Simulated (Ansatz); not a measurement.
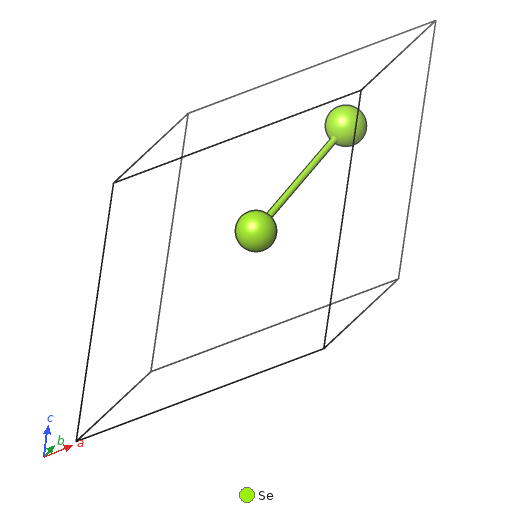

System: Se, space group Fd-3m (No. 227). The picture shows the cell.

The given structure:
```xyz
2
Lattice="0.0000 3.1256 3.1256 3.1256 0.0000 3.1256 3.1256 3.1256 0.0000" Properties=species:S:1:pos:R:3 pbc="T T T"
Se    3.1256    3.1256    3.1256
Se    4.6883    4.6883    4.6883
```

How it was computed, with Ansatz 0.2.0: deformation of a crystal at fixed volume, lengths along the axis scaled against those across it, fractional coordinates fixed, by plane-wave density functional theory with PAW datasets, free energies less that of the undisturbed cell, pressure positive in compression; scalar-relativistic. Level: PBE, no spin polarisation.

- wave cutoff: 420 eV
- k mesh: 14×14×14
- occupations: Gaussian
- smearing width: 0.15 eV
- k shift: (0, 0, 0) (mesh steps)
- start: as given
- path: tetragonal
- axis direction: (0, 0, 1) (Cartesian unit vector)

What does the calculation give for the energy change and pressure against relative axial ratio? The relative axial ratio takes the values 0.707, 0.780, 0.850, 0.920, 1.000, 1.200, 1.300, 1.414.

The energy change is −107 meV/atom at relative axial ratio 0.707 and −99 meV/atom at 1.414; the lowest computed point is at relative axial ratio 0.707 (−107 meV/atom), at the edge of the range, so the minimum may lie beyond it; the curve passes over a maximum at 1.000 (0 meV/atom). The pressure goes from −1.977 GPa at relative axial ratio 0.707 to −2.596 GPa at 1.414, not monotonically, with a high of 1.647 GPa at 1.000, and changes sign near 0.80 and 1.23.

```tsv
axial ratio relative to the start	energy change (meV/atom)	pressure (GPa)
0.707	-107	-1.977
0.780	-65	-0.289
0.850	-32	0.775
0.920	-9	1.410
1.000	0	1.647
1.200	-42	0.438
1.300	-76	-0.848
1.414	-99	-2.596
```

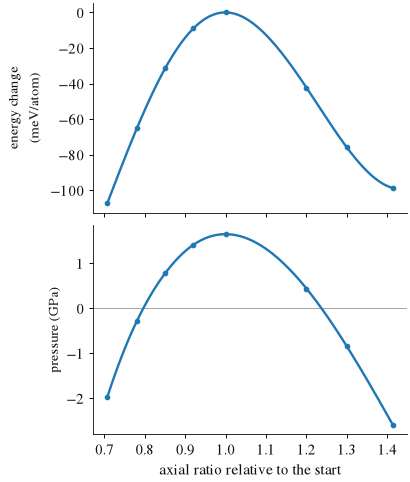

Keep in mind: reference crystal is not relaxed.
